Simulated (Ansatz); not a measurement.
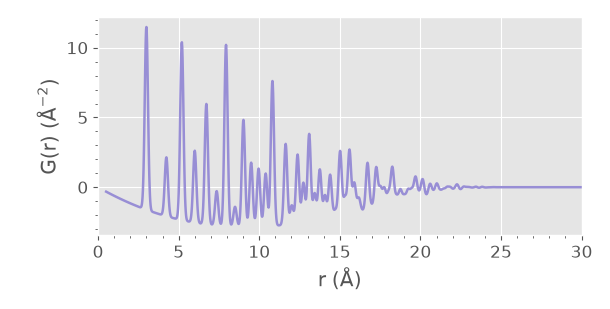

The curve is a calculated X-ray PDF: distances of the static structure, each pair weighted by the product of the atomic numbers (X-ray weights at Q = 0), broadened by Gaussians with σ = 0.10 Å, for spherical particles of Ta with the bulk structure: the bulk G(r) is multiplied by the envelope of a sphere of diameter D, 1 − 3r/2D + r³/2D³, with no surface relaxation. The number density is 0.0522 atoms per Å³. It is based on the geometry relaxed with DFT, RPBE, plane waves (420 eV) with PAW, scalar-relativistic (Ansatz 0.2.0); the starting structure was generated, so it need not be a known form of this composition.

Q: Estimate the particle diameter.

A: About 25 Å (2.5 nm): the signal vanishes at r = D, fading from view somewhat earlier.

Q: Roughly how many atoms does one particle hold?

A: About 430 (number density 0.0522 Å⁻³ times πD³/6).
